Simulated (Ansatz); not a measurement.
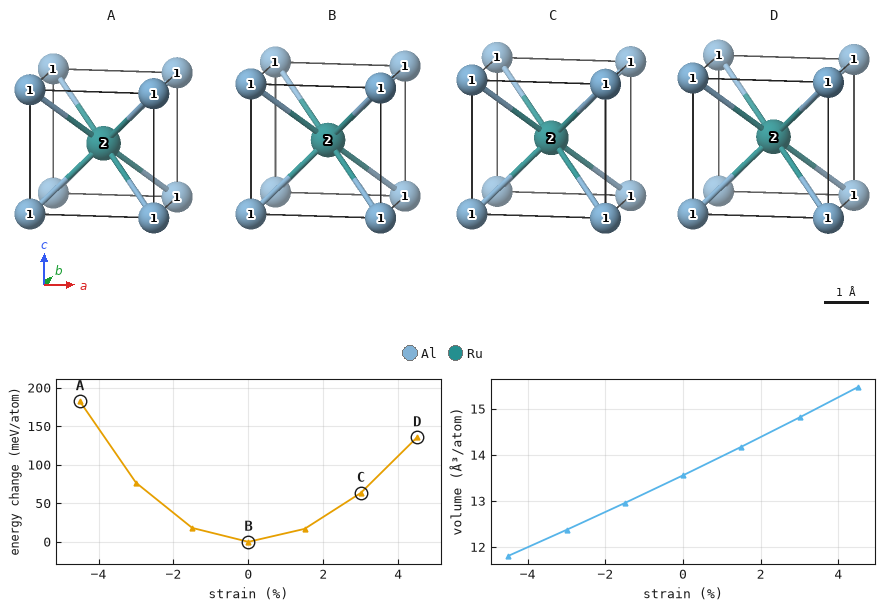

Members of a series of calculations on crystalline AlRu (set up in Pm-3m), marked on the first curve. The picture is a ball-and-stick view of the cell of the calculation, seen slightly off an axis.

All numbers below come from DFT PBE, scalar-relativistic, plane waves, PAW in Ansatz 0.2.0. Settings: plane-wave cutoff 420 eV; k-point mesh 14 × 14 × 14; occupations gaussian; smearing width 0.1 eV; no spin polarisation.

> Describe the series.

Equal strain along all axes, cell held, atoms relaxed. A (strain −4.5 %): energy change 182 meV/atom, volume 11.81 Å³ per atom. B (strain 0.0 %): energy change 0.0 meV/atom, volume 13.56 Å³ per atom. C (strain 3.0 %): energy change 63.5 meV/atom, volume 14.81 Å³ per atom. D (strain 4.5 %): energy change 136 meV/atom, volume 15.47 Å³ per atom. The rest compares A with D. The drawn cell changes as follows: a = b = c 2.869 → 3.139 Å (+9.4 %); the volume changes by +31.0 %. Some distances before and after: Al–Ru 2.485 → 2.719 Å.
